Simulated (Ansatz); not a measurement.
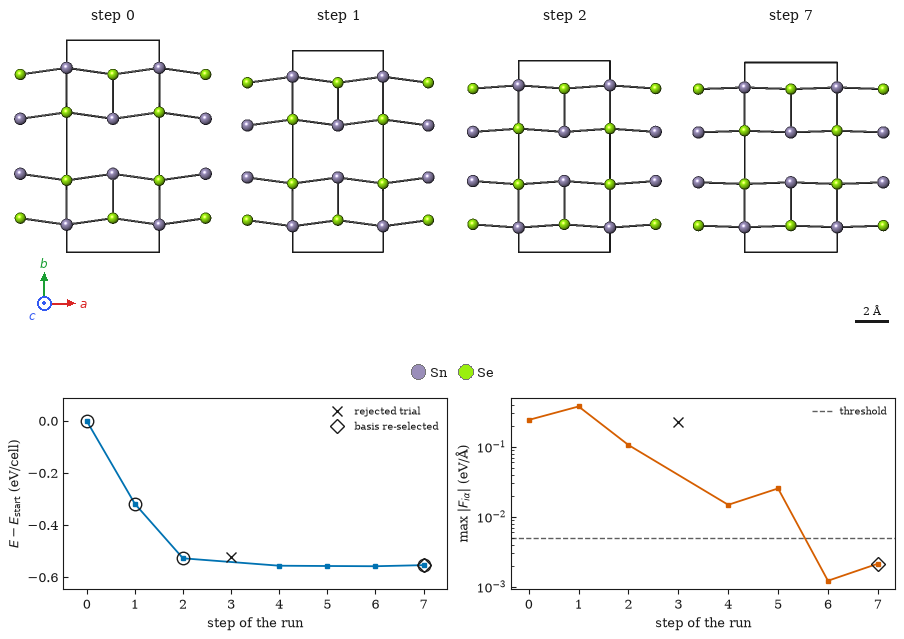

Frames of a relaxation of crystalline SnSe (set up in Pmmn), marked on the history of the run. Style: ball-and-stick. Shown: the cell of the calculation, along the c axis.

Level of theory: Ansatz 0.2.0, DFT LDA, scalar-relativistic, plane waves, PAW. Set-up: plane-wave cutoff 420 eV; k-point mesh 6 × 4 × 12; occupations gaussian; smearing width 0.1 eV; no spin polarisation; cell and atoms relaxed; force threshold 0.005 eV/Å; at most 80 steps.

**Describe the path.**

The largest moves relative to the cell, 0.26 Å, are those of Sn and Se atoms. Largest moves by element: Se 0.26 Å, Sn 0.26 Å. The volume changes by −12.8 %, with a 5.744 → 5.732 Å (−0.2 %), b 13.133 → 11.761 Å (−10.4 %), c 3.046 → 2.974 Å (−2.4 %). Some distances before and after: Se–Se 4.224 → 3.301 Å, Se–Sn 2.774 → 2.684 Å, Se–Sn 2.906 → 2.868 Å. Bond angles that change, for instance: Se–Sn–Se 162.5° → 175.8°, Sn–Se–Sn 162.5° → 175.8°, Sn–Se–Sn 98.4° → 92.1°. The space group (tolerance 0.01 Å) goes from Pmmn (No. 59) to Cmmm (No. 65). Over 5 accepted moves (7 points after the start) the energy falls by 0.553 eV per cell of the calculation. The largest force component goes from 0.24 to 0.0021 eV/Å. The pressure goes from −3.80 to −0.02 GPa. The line search rejected the trial step at point 3 of the run. At 1 point the geometry stayed and the basis and grid were re-selected for the new cell (energy shift of 4.2 meV per cell of the calculation at most each time). From step 0 to 1: Sn atoms move most (0.04 Å), volume −9.4 %, energy −0.318 eV per cell of the calculation. From step 1 to 2: Se atoms move most (0.18 Å), volume −4.1 %, energy −0.209 eV per cell of the calculation. From step 2 to 7: Sn atoms move most (0.08 Å), volume +0.4 %, energy −26.3 meV per cell of the calculation.

```tsv
step	E − E(0), meV/atom	largest force component, eV/Å	pressure, GPa	volume, Å³/atom	note
0	0.00	0.2418	-3.80	28.721	
1	-39.72	0.3766	0.65	26.008	
2	-65.86	0.1059	0.64	24.953	
3	-65.14	0.2238	-0.17	24.979	rejected
4	-69.41	0.0148	0.02	25.089	
5	-69.55	0.0254	0.11	25.008	
6	-69.66	0.0012	-0.01	25.055	
7	-69.14	0.0021	-0.02	25.055	same geometry, new basis
```

Limits of the set-up: layers or molecules are held without a dispersion correction, so their spacing is unreliable.
